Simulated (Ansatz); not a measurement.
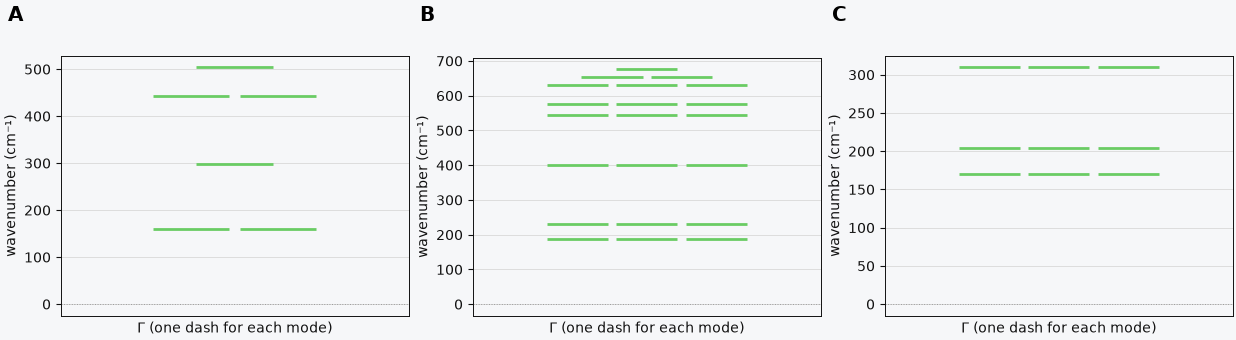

Each panel shows the zone-centre optical phonon frequencies (the three acoustic modes are left out) for one of these solids: AlCu₃, Fm-3m (No. 225), 11.8 Å³/atom; AlGa₃N₄, P-43m (No. 215), 11.4 Å³/atom; Ti₂O, P-3m1 (No. 164), 11.9 Å³/atom.

How it was computed, with Ansatz 0.2.0: harmonic phonon frequencies at the zone centre with atoms at rest in the given cell, without the long-range term of polar modes, the three translations left out, imaginary frequencies are negative; plane waves with PAW datasets, Γ-centred k mesh. Level: PBEsol, no spin polarisation.

Q: Which panel belongs to which solid?

A: A is Ti₂O (modes from 159.4 to 503.6 cm⁻¹); B is AlGa₃N₄ (modes from 188.0 to 675.3 cm⁻¹); C is AlCu₃ (modes from 170.5 to 309.5 cm⁻¹).

For AlCu₃, limits of the calculation: metal sensitive to the k mesh.

For AlGa₃N₄, limits of the calculation: field response not converged on the k mesh.

For Ti₂O, limits of the calculation: metal sensitive to the k mesh; no spin polarisation, a magnetic state may lie lower.
